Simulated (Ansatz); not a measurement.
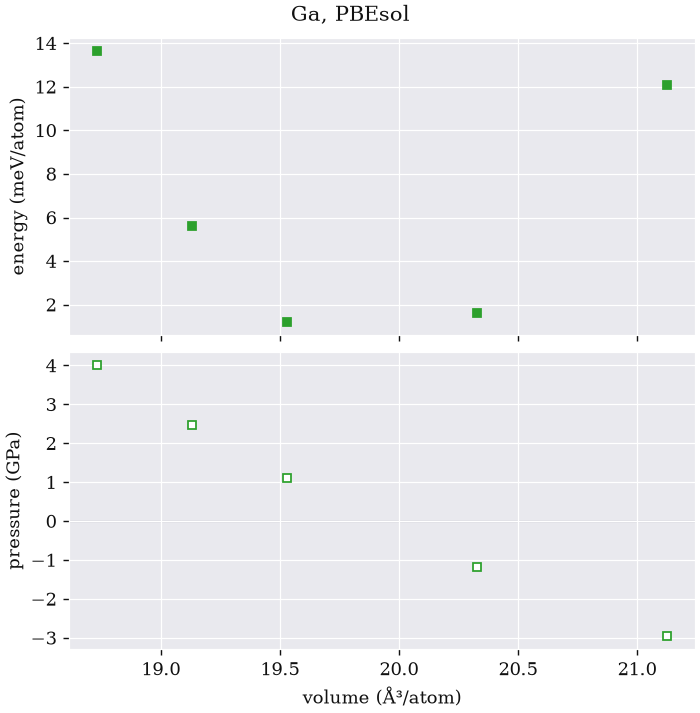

Plotted: energy and pressure against volume for Ga, space group Cmcm (No. 63).

Cell as given: a = 4.470 Å, b = 4.470 Å, c = 4.488 Å, α = 90.00°, β = 90.00°, γ = 62.73°; 4 atoms.

Calculation (Ansatz 0.2.0): all-electron LAPW DFT, no spin polarisation; energies at scaled volumes of the given cell, shape and fractions fixed, counted from the fit's minimum, third-order Birch-Murnaghan fit. Level: PBEsol.

k mesh 7×7×6; occupations Fermi–Dirac; smearing width 0.05 eV; potentials all electron LAPW, scalar relativistic; program settings basis error eV/atom 0.001.

The points at volume 19.93 Å³/atom and 20.73 Å³/atom are left out of the plot. What values does the calculation give there?

```json
{"volume (Å³/atom)": "19.93", "energy (meV/atom)": "0.01", "pressure (GPa)": "-0.10"}
{"volume (Å³/atom)": "20.73", "energy (meV/atom)": "5.75", "pressure (GPa)": "-2.11"}
```

Caveats: shape and atomic fractions are frozen while scaling, which makes layered, chain and framework solids too stiff.
